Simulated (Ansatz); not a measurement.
**Ta: geometry relaxation (part 1 of 3)**

Ta (22 atoms in the cell), computed with DFT PBEsol, scalar-relativistic, plane waves, PAW, no spin polarisation (Ansatz 0.2.0).

The structure derives from an entry of the Crystallography Open Database. It belongs to a series of runs on one base structure; here: wire along [1 1 1], 22 atoms a period.

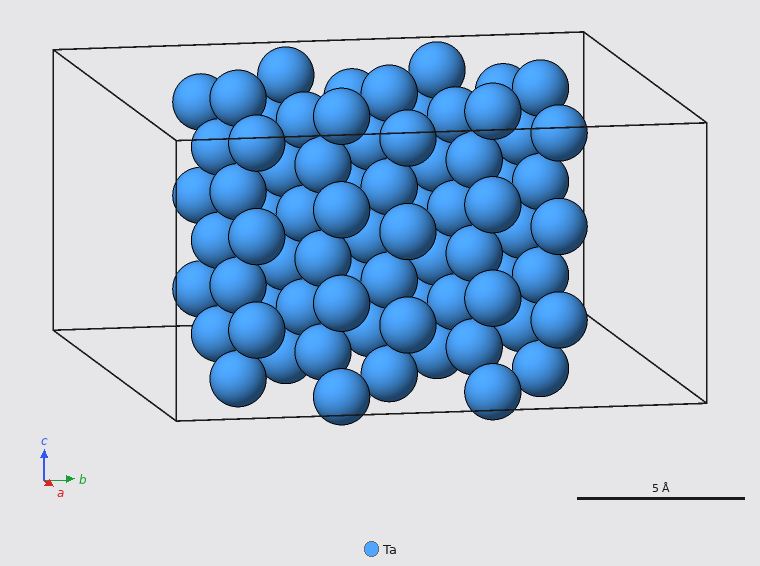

The starting structure (spheres-only view of the 3 repeat of the cell, with the vacuum cut short, seen slightly off an axis). An atom can appear more than once, as a periodic image.

### Key numbers

| quantity | value |
| --- | --- |
| outcome | converged |
| electrons treated | 286 |
| free energy | −215721.9818 eV |
| Fermi energy | 4.910 eV |
| gap on the k-point mesh | none (metallic) |
| final volume | 1014.10 Å³ |
| largest force (length of the vector) at the end | 0.014 eV/Å |
| hardware | 4 threads of Intel Xeon @ 2.50GHz (Skylake/Cascade Lake), 192 GiB of memory available, shared host |
| wall time | 11 min (CPU time 42 min) |
| peak memory | 4.3 GiB |

### Notes

The program warns: the exchange-correlation potential is rough where the density is thin. Spin–orbit coupling is left out, which matters for Ta.

### The input
```yaml
crystal:
  lattice:
    - [19.7, 0.0, 0.0]
    - [0.0, 18.6, 0.0]
    - [0.0, 0.0, 2.841013246]
  atoms:
    - { symbol: Ta, position: [0.3640338591, 0.3752861504, 0.0] }
    - { symbol: Ta, position: [0.2960507887, 0.2505723009, 0.6666666667] }
    - { symbol: Ta, position: [0.3640338591, 0.6247138496, 0.0] }
    - { symbol: Ta, position: [0.2960507887, 0.5, 0.6666666667] }
    - { symbol: Ta, position: [0.2960507887, 0.7494276991, 0.6666666667] }
    - { symbol: Ta, position: [0.5679830704, 0.2505723009, 0.0] }
    - { symbol: Ta, position: [0.5679830704, 0.5, 0.0] }
    - { symbol: Ta, position: [0.5, 0.3752861504, 0.6666666667] }
    - { symbol: Ta, position: [0.5679830704, 0.7494276991, 0.0] }
    - { symbol: Ta, position: [0.5, 0.6247138496, 0.6666666667] }
    - { symbol: Ta, position: [0.7719322818, 0.3752861504, 0.0] }
    - { symbol: Ta, position: [0.7039492113, 0.2505723009, 0.6666666667] }
    - { symbol: Ta, position: [0.7719322818, 0.6247138496, 0.0] }
    - { symbol: Ta, position: [0.7039492113, 0.5, 0.6666666667] }
    - { symbol: Ta, position: [0.7039492113, 0.7494276991, 0.6666666667] }
    - { symbol: Ta, position: [0.2280677182, 0.3752861504, 0.3333333333] }
    - { symbol: Ta, position: [0.2280677182, 0.6247138496, 0.3333333333] }
    - { symbol: Ta, position: [0.4320169296, 0.2505723009, 0.3333333333] }
    - { symbol: Ta, position: [0.4320169296, 0.5, 0.3333333333] }
    - { symbol: Ta, position: [0.4320169296, 0.7494276991, 0.3333333333] }
    - { symbol: Ta, position: [0.6359661409, 0.3752861504, 0.3333333333] }
    - { symbol: Ta, position: [0.6359661409, 0.6247138496, 0.3333333333] }
basis:
  ecutwfc: 420
kpoints:
  mp_grid: { grid: [1, 1, 19] }
hamiltonian:
  xc: pbesol
scf:
  occupations: { method: gaussian, width: 0.05 }
output:
  forces: true
  stress: true
  eigenvalues: true
  populations: true
  write_density: true
  write_potential: true
  elf: true
  volumetric_format: npy
relax:
  adjacent_minimum: "off"
  f_tol: 0.02
  max_steps: 45
  cell: { fix: [a, b, alpha, beta, gamma], stress_tol: 0.03 }
```

Run as:
```bash
ansatz run input.yaml --threads 4 --pin off --max-ram 11264MiB --backend cpu --events-out ev --progress --plain --runs-dir out
```

### The program's output
```
Engine: ansatz 0.2.0, x86_64-unknown-linux-gnu
Pseudopotentials: kind: paw
Pseudopotential: Ta, paw, valence charge 13, recommended cutoff 420 eV (normal), Ta.paw.azcp
Functional definition: PBEsol
  exchange = pbesol_x
  correlation = pbesol_c
Crystal: 22 atoms, lattice volume = 1041.004 Å³
Basis set: ecut = 420 eV, 20387 PW (Γ), exchange–correlation on 270×250×40 points (8 copies of the dense FFT grid, shifted against one another)
Bands: 172, of which v1, the nominal top of the filled ones, is band 143 counted from 1 (142 counted from 0)
Symmetry: 4 space group operations
Space group: P2/m (ITA 10), of the structure as read, at distance tolerance 1.0e-4 Å
k-points: 10 of 19
Non-local potential: Ta, projectors of the file, l = 0: 3, l = 1: 2, l = 2: 2, l = 3: 1
PAW form: soft (Blöchl's): semilocal exchange-correlation on the pseudo side does not see the compensation charge
PAW frozen core: Ta, regenerated for the run's functional, and the local potential with it (the file was generated under x = pbe(κ = 0.804, μ = 0.2195149727645171), c = pbe(β = 0.06672455060314922))
PAW one-centre angular grid: Ta, 590 points (default); XC on 64 Gauss nodes
Initial density: superposition of atomic densities (neutral atoms: chi_scale 0, normalization atom), corrected by the library's trained network
Initial wavefunctions: pseudopotential atomic-orbital guess
Functional: x = pbesol(κ = 0.804, μ = 0.12345679012345678), c = pbesol(β = 0.046)
SCF iter   1: F=—  HF=-215720.786593 eV  |F-HF|=—  |Δ(HF+E_count)|=         —  Δρ=9.36e-3  dr2=2.41e1  ethr=1.77e-3  ⟨swp⟩=10.9  Hψ=8604  notcnv=0  defer=20
preconditioner: auto → LDOS  [metal: Δε(μ)=0.023 eV  Ē_g=3.430 eV  σ=0.050 eV  W_gap=0.25  n_scr=140 (ndim 8)  ℏωp=12.1 eV  f_vac=0.497  D(μ)=18.88/eV (n_scr^D=96)  β→1.0]
SCF iter   2: F=—  HF=-215720.697736 eV  |F-HF|=—  |Δ(HF+E_count)|=   8.89e-2  Δρ=1.11e-2  dr2=3.07e1  ethr=1.77e-3  ⟨swp⟩=3.1  Hψ=2566  notcnv=0  defer=171
SCF iter   3: F=—  HF=-215720.032706 eV  |F-HF|=—  |Δ(HF+E_count)|=   6.65e-1  Δρ=1.26e-3  dr2=3.22e-2  ethr=1.77e-3  ⟨swp⟩=2.4  Hψ=2012  notcnv=0  defer=171
SCF iter   4: F=—  HF=-215720.041712 eV  |F-HF|=—  |Δ(HF+E_count)|=   9.01e-3  Δρ=7.25e-4  dr2=3.44e-2  ethr=1.12e-5  ⟨swp⟩=3.4  Hψ=3802  notcnv=0  defer=172
SCF iter   5: F=—  HF=-215720.040886 eV  |F-HF|=—  |Δ(HF+E_count)|=   8.26e-4  Δρ=2.76e-4  dr2=1.39e-2  ethr=1.12e-5  ⟨swp⟩=1.6  Hψ=1677  notcnv=0  defer=172
SCF iter   6: F=—  HF=-215720.040722 eV  |F-HF|=—  |Δ(HF+E_count)|=   1.64e-4  Δρ=7.20e-5  dr2=4.20e-4  ethr=4.86e-6  ⟨swp⟩=1.3  Hψ=1551  notcnv=0  defer=172
SCF iter   7: F=—  HF=-215720.040718 eV  |F-HF|=—  |Δ(HF+E_count)|=   4.71e-6  Δρ=2.48e-5  dr2=1.89e-5  ethr=1.47e-7  ⟨swp⟩=2.0  Hψ=2106  notcnv=0  defer=172
SCF iter   8: F=—  HF=-215720.040054 eV  |F-HF|=—  |Δ(HF+E_count)|=   6.63e-4  Δρ=8.56e-6  dr2=5.66e-6  ethr=6.61e-9  ⟨swp⟩=3.0  Hψ=2929  notcnv=0  defer=172
SCF iter   9: F=—  HF=-215720.040054 eV  |F-HF|=—  |Δ(HF+E_count)|=   6.92e-8  Δρ=3.10e-6  dr2=9.93e-7  ethr=1.98e-9  ⟨swp⟩=2.0  Hψ=2069  notcnv=0  defer=172
SCF iter  10: F=-215720.040054 eV  HF=-215720.040054 eV  |F-HF|=9.90e-9  |Δ(HF+E_count)|=   1.47e-8  Δρ=8.54e-7  dr2=1.94e-8  ethr=3.50e-11  ⟨swp⟩=24.6  Hψ=16042  notcnv=0
SCF 1 converged in 10 iterations: F = -215720.040054 eV  dr2 = 1.94e-8
  greatest PAW one-centre occupation: 1.000 electrons in one spin orbital (limit 2), on the Ta atom at site 21 (counted from 0), in its partial waves of l = 0
relax step   1: F+E_penalty+E_count = -215720.04005412 eV  Δ(F+E_penalty+E_count) = +0.000e0 eV  max|allowed force component| = 1.652e0 eV/Å  Δτ_max = 0.0000 Å  P = -4.755 GPa  Ω = 1041.004 Å³  fix = [a, b, alpha, beta, gamma]  reactions: a -4.474, b -4.286 GPa; beta -0.360 GPa/rad  (10 SCF iters, dr2 threshold 1.00e-7 eV, accepted)
Crystal: 22 atoms, lattice volume = 1003.451 Å³
Basis set: ecut = 420 eV, 19691 PW (Γ), exchange–correlation on 270×250×40 points (8 copies of the dense FFT grid, shifted against one another)
Initial density: handed on by an earlier stage of this run
Initial wavefunctions: those handed on with the density
iter 1 solved again at ethr=3.02e-3 eV; its pass at ethr=3.10e-3 eV (dr2=8.62e0 eV) is discarded
SCF iter   1: F=—  HF=-215722.566871 eV  |F-HF|=—  |Δ(HF+E_count)|=         —  Δρ=1.40e-2  dr2=8.76e0  ethr=3.02e-3  ⟨swp⟩=2.3  Hψ=10051  notcnv=0
preconditioner: auto → LDOS  [metal: Δε(μ)=0.020 eV  Ē_g=3.757 eV  σ=0.050 eV  W_gap=0.22  n_scr=140 (ndim 8)  ℏωp=12.3 eV  f_vac=0.520  D(μ)=24.19/eV (n_scr^D=124)  β→1.0]
SCF iter   2: F=—  HF=-215722.520938 eV  |F-HF|=—  |Δ(HF+E_count)|=   4.59e-2  Δρ=1.12e-2  dr2=7.19e0  ethr=3.02e-3  ⟨swp⟩=4.6  Hψ=3484  notcnv=0  defer=21
SCF iter   3: F=—  HF=-215721.515507 eV  |F-HF|=—  |Δ(HF+E_count)|=    1.01e0  Δρ=1.81e-3  dr2=1.28e-1  ethr=2.52e-3  ⟨swp⟩=2.8  Hψ=2615  notcnv=0  defer=170
SCF iter   4: F=—  HF=-215721.511838 eV  |F-HF|=—  |Δ(HF+E_count)|=   3.67e-3  Δρ=6.48e-4  dr2=2.82e-2  ethr=4.46e-5  ⟨swp⟩=2.2  Hψ=2870  notcnv=0  defer=170
SCF iter   5: F=—  HF=-215721.510782 eV  |F-HF|=—  |Δ(HF+E_count)|=   1.06e-3  Δρ=1.87e-4  dr2=2.60e-3  ethr=9.86e-6  ⟨swp⟩=2.0  Hψ=1993  notcnv=0  defer=170
SCF iter   6: F=—  HF=-215721.510832 eV  |F-HF|=—  |Δ(HF+E_count)|=   4.94e-5  Δρ=6.86e-5  dr2=1.25e-4  ethr=9.10e-7  ⟨swp⟩=2.0  Hψ=2171  notcnv=0  defer=170
SCF iter   7: F=—  HF=-215721.510070 eV  |F-HF|=—  |Δ(HF+E_count)|=   7.62e-4  Δρ=2.25e-5  dr2=1.50e-5  ethr=4.36e-8  ⟨swp⟩=2.0  Hψ=2466  notcnv=0  defer=170
SCF iter   8: F=—  HF=-215721.510071 eV  |F-HF|=—  |Δ(HF+E_count)|=   1.53e-6  Δρ=8.66e-6  dr2=2.49e-6  ethr=7.69e-10  ⟨swp⟩=25.4  Hψ=19748  notcnv=0
SCF iter   9: F=-215721.510071 eV  HF=-215721.510071 eV  |F-HF|=1.16e-7  |Δ(HF+E_count)|=   1.89e-7  Δρ=3.36e-6  dr2=3.45e-7  ethr=7.69e-10  ⟨swp⟩=13.5  Hψ=14311  notcnv=0
SCF 2 converged in 9 iterations: F = -215721.510071 eV  dr2 = 3.45e-7
[... from here on the iterations of each SCF are left out, up to the last one ...]
relax step   2: F+E_penalty+E_count = -215721.51007124 eV  Δ(F+E_penalty+E_count) = -1.470e0 eV  max|allowed force component| = 1.257e0 eV/Å  Δτ_max = 0.1928 Å  P = +1.292 GPa  Ω = 1003.451 Å³  energy of the carried Pulay correction = +4.349e-3 eV  fix = [a, b, alpha, beta, gamma]  reactions: a +1.050, b +1.136 GPa; beta -0.429 GPa/rad  (9 SCF iters, dr2 threshold 2.20e-6 eV, accepted)
Crystal: 22 atoms, lattice volume = 1014.874 Å³
Basis set: ecut = 420 eV, 19919 PW (Γ), exchange–correlation on 270×250×40 points (8 copies of the dense FFT grid, shifted against one another)
preconditioner: auto → LDOS  [metal: Δε(μ)=0.004 eV  Ē_g=3.614 eV  σ=0.050 eV  W_gap=0.04  n_scr=140 (ndim 8)  ℏωp=12.2 eV  f_vac=0.521  D(μ)=20.91/eV (n_scr^D=106)  β→1.0]
SCF 3 converged in 8 iterations: F = -215721.808597 eV  dr2 = 8.82e-7
relax step   3: F+E_penalty+E_count = -215721.80859690 eV  Δ(F+E_penalty+E_count) = -2.985e-1 eV  max|allowed force component| = 7.720e-1 eV/Å  Δτ_max = 0.1752 Å  P = +0.203 GPa  Ω = 1014.874 Å³  energy of the carried Pulay correction = +3.009e-3 eV  fix = [a, b, alpha, beta, gamma]  reactions: a +0.264, b +0.325 GPa; beta -0.012 GPa/rad  (8 SCF iters, dr2 threshold 2.20e-6 eV, accepted)
Crystal: 22 atoms, lattice volume = 1012.447 Å³
Basis set: ecut = 420 eV, 19895 PW (Γ), exchange–correlation on 270×250×40 points (8 copies of the dense FFT grid, shifted against one another)
preconditioner: auto → LDOS  [metal: Δε(μ)=0.014 eV  Ē_g=3.585 eV  σ=0.050 eV  W_gap=0.16  n_scr=140 (ndim 8)  ℏωp=12.2 eV  f_vac=0.517  D(μ)=19.01/eV (n_scr^D=96)  β→1.0]
SCF 4 converged in 8 iterations: F = -215721.978105 eV  dr2 = 1.36e-7
relax step   4: F+E_penalty+E_count = -215721.97810500 eV  Δ(F+E_penalty+E_count) = -1.695e-1 eV  max|allowed force component| = 9.628e-2 eV/Å  Δτ_max = 0.0698 Å  P = +0.078 GPa  Ω = 1012.447 Å³  energy of the carried Pulay correction = +3.293e-3 eV  fix = [a, b, alpha, beta, gamma]  reactions: a +0.035, b -0.001 GPa; beta -0.010 GPa/rad  (8 SCF iters, dr2 threshold 2.20e-6 eV, accepted)
Crystal: 22 atoms, lattice volume = 1013.493 Å³
Basis set: ecut = 420 eV, 19911 PW (Γ), exchange–correlation on 270×250×40 points (8 copies of the dense FFT grid, shifted against one another)
preconditioner: auto → LDOS  [metal: Δε(μ)=0.021 eV  Ē_g=3.594 eV  σ=0.050 eV  W_gap=0.23  n_scr=140 (ndim 8)  ℏωp=12.2 eV  f_vac=0.519  D(μ)=19.15/eV (n_scr^D=96)  β→1.0]
SCF 5 converged in 7 iterations: F = -215721.977927 eV  dr2 = 5.74e-7
relax step   5: F+E_penalty+E_count = -215721.97792654 eV  Δ(F+E_penalty+E_count) = +1.785e-4 eV  max|allowed force component| = 8.614e-2 eV/Å  Δτ_max = 0.0386 Å  P = +0.093 GPa  Ω = 1013.493 Å³  energy of the carried Pulay correction = +3.170e-3 eV  fix = [a, b, alpha, beta, gamma]  (7 SCF iters, dr2 threshold 5.79e-7 eV, rejected (line search))
Crystal: 22 atoms, lattice volume = 1013.572 Å³
preconditioner: auto → LDOS  [metal: Δε(μ)=0.009 eV  Ē_g=3.590 eV  σ=0.050 eV  W_gap=0.10  n_scr=140 (ndim 8)  ℏωp=12.2 eV  f_vac=0.518  D(μ)=19.31/eV (n_scr^D=96)  β→1.0]
SCF 6 converged in 13 iterations: F = -215721.984212 eV  dr2 = 3.90e-13
relax step   6: F+E_penalty+E_count = -215721.98421182 eV  Δ(F+E_penalty+E_count) = -6.107e-3 eV  max|allowed force component| = 1.544e-2 eV/Å  Δτ_max = 0.0188 Å  P = -0.001 GPa  Ω = 1013.572 Å³  energy of the carried Pulay correction = +3.161e-3 eV  fix = [a, b, alpha, beta, gamma]  reactions: a -0.003, b -0.045 GPa; beta -0.019 GPa/rad  (13 SCF iters, accepted)
Crystal: 22 atoms, lattice volume = 1014.102 Å³
preconditioner: auto → LDOS  [metal: Δε(μ)=0.005 eV  Ē_g=3.591 eV  σ=0.050 eV  W_gap=0.05  n_scr=140 (ndim 8)  ℏωp=12.2 eV  f_vac=0.519  D(μ)=19.04/eV (n_scr^D=96)  β→1.0]
SCF 7 converged in 9 iterations: F = -215721.984414 eV  dr2 = 3.70e-10
relax step   7: F+E_penalty+E_count = -215721.98441398 eV  Δ(F+E_penalty+E_count) = -2.022e-4 eV  max|allowed force component| = 1.207e-2 eV/Å  Δτ_max = 0.0153 Å  P = +0.012 GPa  Ω = 1014.102 Å³  energy of the carried Pulay correction = +3.099e-3 eV  fix = [a, b, alpha, beta, gamma]  reactions: a -0.016, b +0.037 GPa; beta +0.042 GPa/rad  (9 SCF iters, dr2 threshold 5.25e-9 eV, accepted)
Initial wavefunctions: pseudopotential atomic-orbital guess (no wavefunctions were taken with the density)
iter 1 solved again at ethr=2.31e-6 eV; its pass at ethr=3.10e-3 eV (dr2=6.60e-3 eV) is discarded
SCF iter   1: F=—  HF=-215721.982625 eV  |F-HF|=—  |Δ(HF+E_count)|=         —  Δρ=2.75e-5  dr2=8.04e-7  ethr=2.31e-6  ⟨swp⟩=4.0  Hψ=13159  notcnv=0
eigensolver tolerance schedule: the retry pair's looser diagonalisation over-reported the residual by 8209.10 of it (diagonalisation noise at an unbounded share of the residual, at the tolerance the schedule requests for it); recorded, not acted on — ethr = c·dr2/N_el stays at c = 1.0e-1
preconditioner: auto → LDOS  [metal: Δε(μ)=0.002 eV  Ē_g=3.590 eV  σ=0.050 eV  W_gap=0.02  n_scr=140 (ndim 8)  ℏωp=12.2 eV  f_vac=0.519  D(μ)=19.12/eV (n_scr^D=96)  β→1.0]
SCF iter   2: F=—  HF=-215721.981850 eV  |F-HF|=—  |Δ(HF+E_count)|=   7.75e-4  Δρ=2.24e-6  dr2=3.00e-8  ethr=2.81e-10  ⟨swp⟩=4.3  Hψ=4920  notcnv=0
SCF iter   3: F=—  HF=-215721.981850 eV  |F-HF|=—  |Δ(HF+E_count)|=   2.94e-9  Δρ=5.39e-7  dr2=6.99e-9  ethr=1.05e-11  ⟨swp⟩=2.2  Hψ=3085  notcnv=0
SCF iter   4: F=—  HF=-215721.981850 eV  |F-HF|=—  |Δ(HF+E_count)|=   1.02e-9  Δρ=1.90e-7  dr2=1.94e-9  ethr=2.44e-12  ⟨swp⟩=2.4  Hψ=3130  notcnv=0
SCF iter   5: F=-215721.981850 eV  HF=-215721.981850 eV  |F-HF|=5.82e-11  |Δ(HF+E_count)|=  3.49e-10  Δρ=4.71e-8  dr2=5.95e-11  ethr=1.00e-12  ⟨swp⟩=11.7  Hψ=11328  notcnv=0
SCF 8 converged in 5 iterations: F = -215721.981850 eV  dr2 = 5.95e-11
relax step   8: F+E_penalty+E_count = -215721.98184965 eV  Δ(F+E_penalty+E_count) = +2.564e-3 eV  max|allowed force component| = 1.206e-2 eV/Å  Δτ_max = 0.0000 Å  P = +0.010 GPa  Ω = 1014.102 Å³  fix = [a, b, alpha, beta, gamma]  reactions: a -0.016, b +0.037 GPa; beta +0.042 GPa/rad  stress off target by 7.91e-3 GPa on what of the cell is left free  SCF on the basis re-selected at this cell (its energy is not comparable with the rows above)  (5 SCF iters)
```

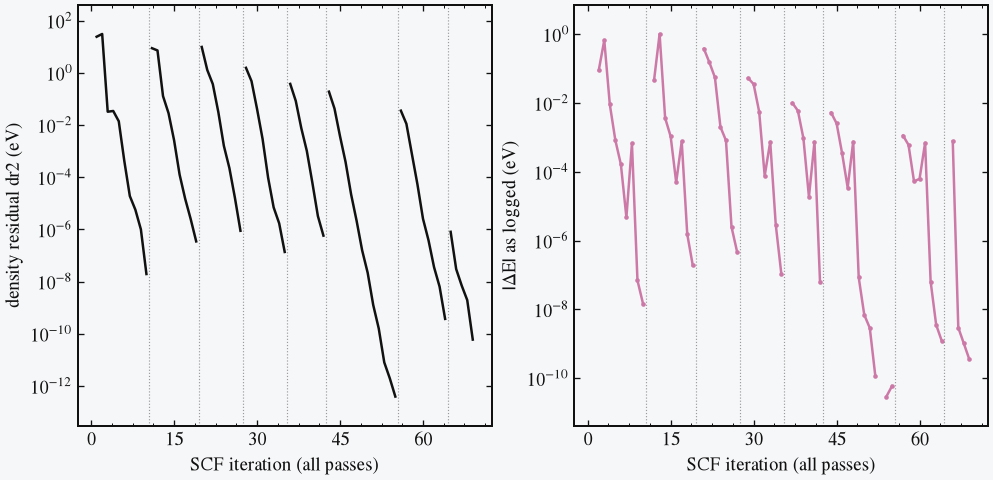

Convergence of the self-consistent field: density residual dr2 and size of the energy change against the SCF iteration. The dotted lines part the SCF passes of the relaxation: geometry steps, rejected trials and re-solves on a re-selected basis. The 8 passes take 5 to 13 iterations each, 69 in all.

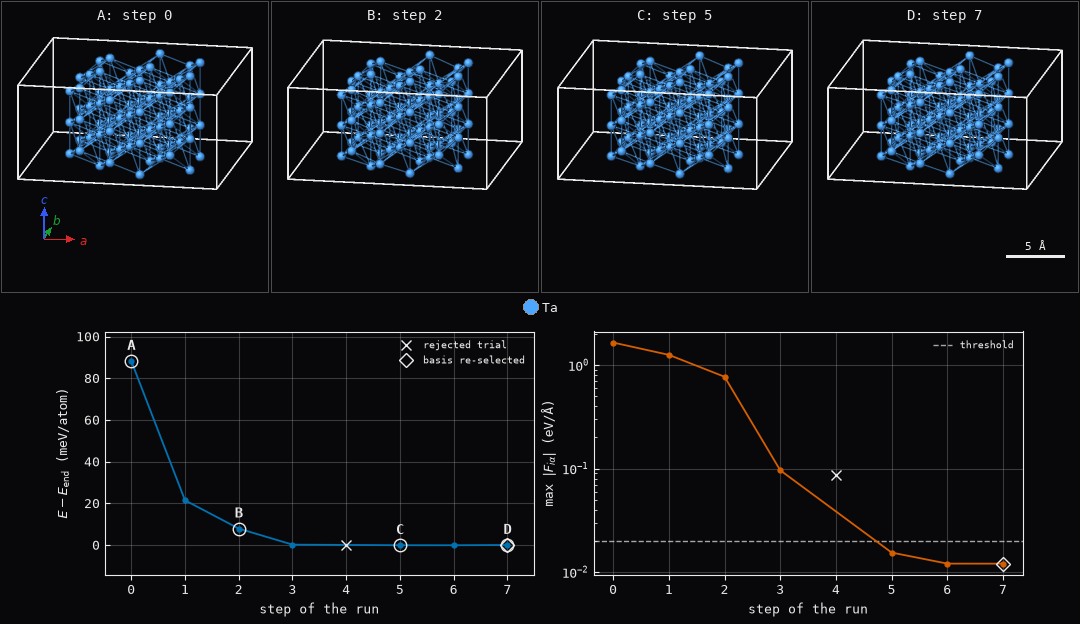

Frames of the relaxation (ball-and-stick view of the 3 repeat of the cell, with the vacuum cut short, seen slightly off an axis) above the curves, on which the letters mark them (the first geometry is step 0 here and step 1 in the log).

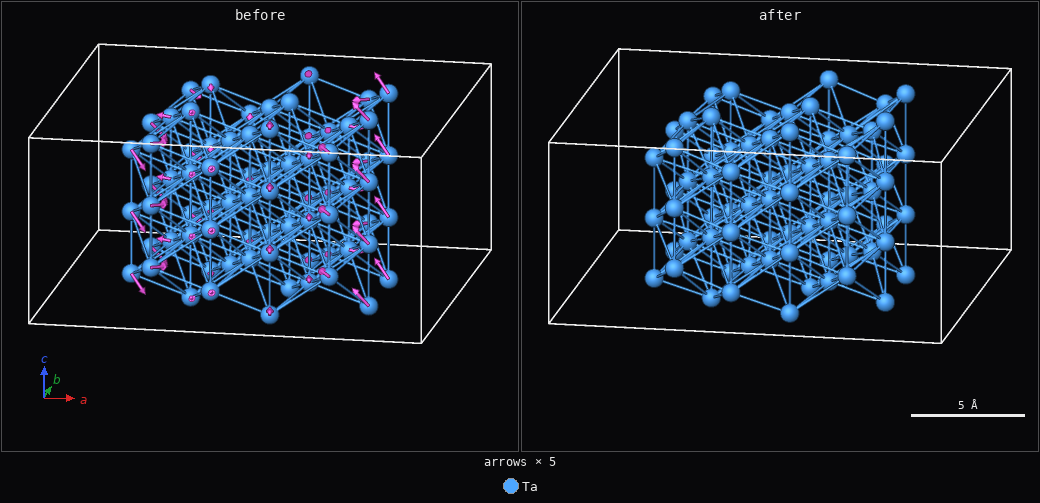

Before (left) and after (right) the relaxation, at one scale (ball-and-stick view of the 3 repeat of the cell, with the vacuum cut short, seen slightly off an axis). The pink arrows give the displacements (without the part carried along by the change of the cell), magnified 5 times. The largest moves relative to the cell, 0.24 Å, are those of Ta11, Ta13, Ta16 and Ta17. Along the periodic axis the drawn cell goes c 8.523 → 8.303 Å (−2.6 %). Distances before and after: Ta11–Ta12 3.281 → 3.002 Å, Ta11–Ta14 3.281 → 3.081 Å, Ta11–Ta21 2.841 → 2.679 Å, Ta12–Ta21 2.841 → 2.689 Å. Over 6 geometry steps the energy falls by 88.4 meV per atom. The largest force component goes from 1.7 to 0.012 eV/Å. The line search rejected the trial step at point 4 (counted from 0) and went back. A last SCF at the same geometry on a re-selected plane-wave basis shifts the energy by +0.1 meV per atom. (Atoms are counted from 1 in the order of the input.)
